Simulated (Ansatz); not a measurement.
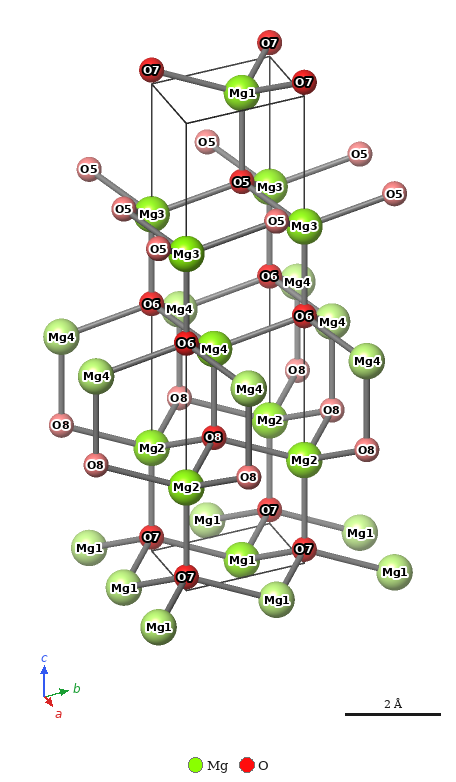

The structure as given in the input (ball-and-stick view of the cell of the calculation, seen slightly off an axis; neighbours outside the cell are drawn fainter; atoms are numbered from 1 in the order of the input). Near neighbours in the crystal (not all of them lie inside the picture): Mg has 4 O at 1.94 to 2.05 Å; O has 4 Mg at 1.94 to 2.05 Å.

**Two runs on MgO**

System: MgO (P6₃mc, 8 atoms in the cell).
Method of run A: DFT PBE, scalar-relativistic, plane waves, PAW, PAW set soft_1, no spin polarisation (Ansatz 0.2.0).

The structure derives from a Materials Project entry. Text and figures count atoms from 1; the logs count them from 0 in places.

**Input file, run A**
```yaml
crystal:
  lattice:
    - [3.3916163453, 0.0, 0.0]
    - [-1.6958081727, 2.9372259149, 0.0]
    - [0.0, 0.0, 10.2301323823]
  atoms:
    - { symbol: Mg, position: [0.3333333333, 0.6666666667, 0.9694906392] }
    - { symbol: Mg, position: [0.0, 0.0, 0.2208211786] }
    - { symbol: Mg, position: [0.0, 0.0, 0.7208211786] }
    - { symbol: Mg, position: [0.6666666667, 0.3333333333, 0.4694906392] }
    - { symbol: O, position: [0.3333333333, 0.6666666667, 0.7800420079] }
    - { symbol: O, position: [0.0, 0.0, 0.5296443544] }
    - { symbol: O, position: [0.0, 0.0, 0.0296443544] }
    - { symbol: O, position: [0.6666666667, 0.3333333333, 0.2800420079] }
basis:
  ecutwfc: 520.0
kpoints:
  mp_grid: { grid: [9, 9, 4] }
hamiltonian:
  xc: pbe
  pseudopotentials: { kind: paw, azcp: { folder: soft_1 } }
scf:
  occupations: { method: gaussian, width: 0.05 }
output:
  forces: true
  stress: true
  eigenvalues: true
```

Launched with:
```bash
ansatz run input.yaml --threads 2 --pin off --max-ram 4096MiB --backend cpu --events-out ev --progress --plain --runs-dir out
```

Hardware: 2 threads of Arm Neoverse N1, 98 GiB of memory available, shared host.

**Output, shortened to warnings, some set-up lines, iterations and results (run A)**
```
Basis set: ecut = 520 eV, 2739 PW (Γ), exchange–correlation on 54×54×160 points (8 copies of the dense FFT grid, shifted against one another)
Symmetry: 12 space group operations
k-points: 36 of 324 (time reversal used)
Initial density: superposition of atomic densities (chi_scale 0.1, normalization cell, long waves kept (reshape's long-wave potential 0.00 eV rms))
[...]
SCF iter   1: F=—  HF=-9976.220448 eV  |F-HF|=—  |Δ(HF+E_count)|=         —  Δρ=6.70e-2  dr2=3.68e0  ethr=3.10e-3  ⟨swp⟩=6.5  Hψ=6485  notcnv=0  defer=1
SCF iter   2: F=—  HF=-9975.688508 eV  |F-HF|=—  |Δ(HF+E_count)|=   5.32e-1  Δρ=3.51e-2  dr2=1.25e0  ethr=3.10e-3  ⟨swp⟩=2.1  Hψ=2740  notcnv=0  defer=138
SCF iter   3: F=—  HF=-9975.651269 eV  |F-HF|=—  |Δ(HF+E_count)|=   3.72e-2  Δρ=6.02e-3  dr2=5.17e-2  ethr=1.95e-3  ⟨swp⟩=3.0  Hψ=2460  notcnv=0  defer=138
SCF iter   4: F=—  HF=-9975.664906 eV  |F-HF|=—  |Δ(HF+E_count)|=   1.36e-2  Δρ=1.47e-3  dr2=1.86e-3  ethr=8.08e-5  ⟨swp⟩=2.0  Hψ=1883  notcnv=0  defer=138
SCF iter   5: F=—  HF=-9975.668100 eV  |F-HF|=—  |Δ(HF+E_count)|=   3.19e-3  Δρ=2.68e-4  dr2=5.60e-5  ethr=2.91e-6  ⟨swp⟩=2.0  Hψ=2028  notcnv=0  defer=30
SCF iter   6: F=—  HF=-9975.668259 eV  |F-HF|=—  |Δ(HF+E_count)|=   1.60e-4  Δρ=8.63e-5  dr2=5.38e-6  ethr=8.76e-8  ⟨swp⟩=2.0  Hψ=1908  notcnv=0  defer=30
SCF iter   7: F=—  HF=-9975.668268 eV  |F-HF|=—  |Δ(HF+E_count)|=   9.00e-6  Δρ=1.45e-5  dr2=2.44e-7  ethr=8.40e-9  ⟨swp⟩=2.0  Hψ=1876  notcnv=0  defer=30
SCF iter   8: F=-9975.668269 eV  HF=-9975.668269 eV  |F-HF|=9.94e-9  |Δ(HF+E_count)|=   3.64e-7  Δρ=3.20e-6  dr2=9.71e-9  ethr=1.56e-10  ⟨swp⟩=9.6  Hψ=5820  notcnv=0
SCF 1 converged in 8 iterations: F = -9975.668269 eV  dr2 = 9.71e-9
SCF converged after 8 iterations
Free energy (F): -9975.668269 eV
Harris-Foulkes:  -9975.668269 eV  (|F-HF|=9.94e-9)
Internal energy: -9975.668269 eV  (E = F + TS)
E sigma→0 (E₀):  -9975.668269 eV
Fermi energy:    5.765133 eV
--- Per-component energies (eV) ---
  E_band       = -1391.162593
  E_kinetic    = 961.099054
  E_local      = -8001.184993  (includes V_loc(G=0)·N_el)
  E_nonlocal   = 988.337107
  E_hartree    = 2756.392730
  E_xc         = -397.534987
  E_vxc        = -508.733284  (∫ρ·V_xc dr)
  E_paw        = -1853.145950  (= ΣΔE_a)
  E_vpaw       = -343.467049  (= ΣTr[D̂ρ^β])
  E_aug_tail   = 0.000782  (compensation charges beyond the density's cutoff)
  E_ewald      = -4429.632011
  E_smearing   = -0.000000  (= −TS)
  E_closure    = -0.000000  (closes the sum)
  Σ components = -9975.668269   (vs F -9975.668269, Δ=0.00e0)
--- Forces (eV/Å), atoms counted from 1 ---
  atom   1  Mg     0.00000000    -0.00000000     0.48115438
  atom   2  Mg     0.00000000    -0.00000000     0.53258687
  atom   3  Mg     0.00000000     0.00000000     0.53258687
  atom   4  Mg    -0.00000000     0.00000000     0.48115438
  atom   5  O     -0.00000000    -0.00000000    -0.51300366
  atom   6  O     -0.00000000    -0.00000000    -0.50068149
  atom   7  O     -0.00000000     0.00000000    -0.50068149
  atom   8  O     -0.00000000     0.00000000    -0.51300366
  max |Σ_I F_I| component: 1.12e-4 eV/Å
--- Stress (GPa, compression-positive) ---
       -7.855799       0.000000       0.000000
        0.000000      -7.855799      -0.000000
        0.000000      -0.000000       4.388102
  P = ⅓ Tr σ = -3.7745 GPa (-37.745 kbar)
```

The input of run B differs as follows (lines with − go, lines with + come):
```diff
+  max_iter: 60
+magnetization:
+  spin_polarized: true
+  initial_magnetization: 15
```

Predict how the results change.

The energy is the same within 0.01 meV per atom. With spin allowed, the absolute moment of the cell comes to 0.00 μB. The SCF takes 17 iterations against 8. On the same kind of shared host run B took about 4.8 times as long.

**Output, shortened to warnings, some set-up lines, iterations and results (run B)**
```
WARN: the starting moments were not kept: the SCF closed with an absolute magnetisation of 2.0e-6 μB, where they sum to 15 μB in size (8 sites). That is at most 0.1 of that sum. Measured as dr2_m measures the in/out step, that magnetisation stands 3.6e-13 eV from none, at or under the dr2_threshold of 1.0e-7 eV: it is no larger than a step whose dr2_m would equal this threshold. The system may …
Basis set: ecut = 520 eV, 2739 PW (Γ), exchange–correlation on 54×54×160 points (8 copies of the dense FFT grid, shifted against one another)
Symmetry: 12 space group operations
k-points: 36 of 324 (time reversal used)
Initial density: superposition of atomic densities (chi_scale 0.1, normalization cell, long waves kept (reshape's long-wave potential 0.00 eV rms))
[...]
SCF iter   1: F=—  HF=-9909.742651 eV  |F-HF|=—  |Δ(HF+E_count)|=         —  Δρ=2.23e-1 (↑1.58e-1 ↓2.23e-1)  dr2=2.17e1  dr2_m=3.04e1  M=15.000 μB ∫|m|=15.000 μB  β_m=1.00  …
SCF iter   2: F=—  HF=-9951.381362 eV  |F-HF|=—  |Δ(HF+E_count)|=         —  Δρ=1.77e-1 (↑1.07e-1 ↓1.77e-1)  dr2=1.07e1  dr2_m=1.77e1  M=0.000 μB ∫|m|=1.393 μB  β_m=0.30  …
SCF iter   3: F=—  HF=-9959.100535 eV  |F-HF|=—  |Δ(HF+E_count)|=    7.72e0  Δρ=1.10e-1 (↑9.32e-2 ↓1.10e-1)  dr2=2.50e0  dr2_m=9.28e0  M=0.000 μB ∫|m|=0.995 μB  β_m=0.30  …
SCF iter   4: F=—  HF=-9967.183960 eV  |F-HF|=—  |Δ(HF+E_count)|=    8.08e0  Δρ=7.80e-2 (↑7.80e-2 ↓6.91e-2)  dr2=5.41e-1  dr2_m=4.91e0  M=0.000 μB ∫|m|=0.714 μB  β_m=0.30  …
SCF iter   5: F=—  HF=-9972.379176 eV  |F-HF|=—  |Δ(HF+E_count)|=    5.20e0  Δρ=5.25e-2 (↑5.08e-2 ↓5.25e-2)  dr2=1.97e-2  dr2_m=2.49e0  M=0.000 μB ∫|m|=0.570 μB  β_m=0.30  …
[... 8 lines ...]
SCF iter  14: F=—  HF=-9975.668269 eV  |F-HF|=—  |Δ(HF+E_count)|=   1.01e-7  Δρ=1.07e-5 (↑1.07e-5 ↓1.04e-5)  dr2=3.46e-7  dr2_m=2.15e-9  M=0.000 μB ∫|m|=0.000 μB  β_m=0.75  …
SCF iter  15: F=—  HF=-9975.668269 eV  |F-HF|=—  |Δ(HF+E_count)|=   7.74e-8  Δρ=1.98e-6 (↑1.98e-6 ↓1.91e-6)  dr2=9.71e-9  dr2_m=5.94e-10  M=0.000 μB ∫|m|=0.000 μB  β_m=0.67  …
SCF iter  16: F=—  HF=-9975.668269 eV  |F-HF|=—  |Δ(HF+E_count)|=  1.38e-10  Δρ=3.67e-7 (↑3.65e-7 ↓3.67e-7)  dr2=1.63e-10  dr2_m=7.92e-11  M=0.000 μB ∫|m|=0.000 μB  β_m=0.83  …
SCF iter  17: F=-9975.668269 eV  HF=-9975.668269 eV  |F-HF|=9.09e-12  |Δ(HF+E_count)|=  6.06e-10  Δρ=4.41e-8 (↑4.38e-8 ↓4.41e-8)  dr2=3.04e-12  dr2_m=1.13e-12  M=0.000 μB …
SCF 1 converged in 17 iterations: F = -9975.668269 eV  dr2 = 3.04e-12
WARN: the starting moments were not kept: the SCF closed with an absolute magnetisation of 2.0e-6 μB, where they sum to 15 μB in size (8 sites). That is at most 0.1 of that sum. Measured as dr2_m measures the in/out step, that magnetisation stands 3.6e-13 eV from none, at or under the dr2_threshold …
SCF converged after 17 iterations
Magnetization: 0.0000 μB (32.0000 up, 32.0000 down)
Absolute magnetization: 0.0000 μB (∫|ρ↑−ρ↓|, with the PAW one-centre terms)
Spin contamination: 0.0000 ħ² per cell (⟨S²⟩ above its minimum at these occupations)
Per-site moments (μB) at R_I (Å): [(-1.1718606249231245e-8, 0.7994598883608747), (-9.887462986450538e-9, 0.806752740747399), (-9.887462879321614e-9, 0.8067527407473987), (-1.1718606274253475e-8, 0.7994598883608741), (1.7344791647191987e-7, 0.7994598883608747), (2.581453176971505e-7, …
Free energy (F): -9975.668269 eV
Harris-Foulkes:  -9975.668269 eV  (|F-HF|=9.09e-12)
Internal energy: -9975.668269 eV  (E = F + TS)
E sigma→0 (E₀):  -9975.668269 eV
Fermi energy:    5.765130 eV
--- Per-component energies (eV) ---
  E_band       = -1391.164006
  E_kinetic    = 961.098669
[...]
```

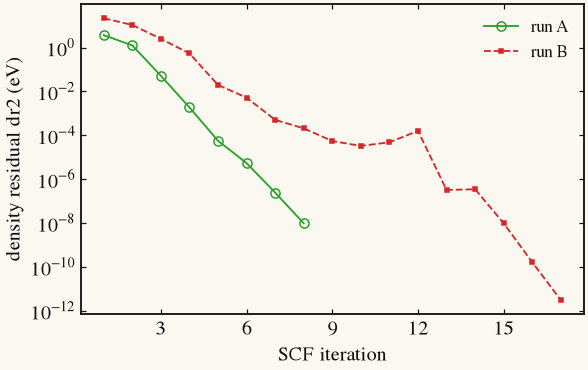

Convergence of the two runs: density residual dr2 against the SCF iteration. Run A takes 8 iterations in all, and run B takes 17.

**The two runs side by side**

```tsv
quantity	run A	run B
outcome	converged	converged
free energy per atom (eV)	−1246.9585	−1246.9585
gap on the mesh (eV)	3.13	3.13
pressure (GPa)	−3.77	−3.77
largest force (eV/Å)	0.533	0.533
SCF iterations	8	17
irreducible k-points	36	36
plane waves at Γ	2739	2739
net moment of the cell (μB)	–	0.00
absolute moment of the cell (μB)	–	0.00
wall time (shared host)	15 s	70 s
```

For run B: A setting was made wrong on purpose: an impossible spin (`magnetization`). It did no harm here: the run converged to the energy of the sound run within 1 meV per atom. Warnings: some starting moments were not kept.
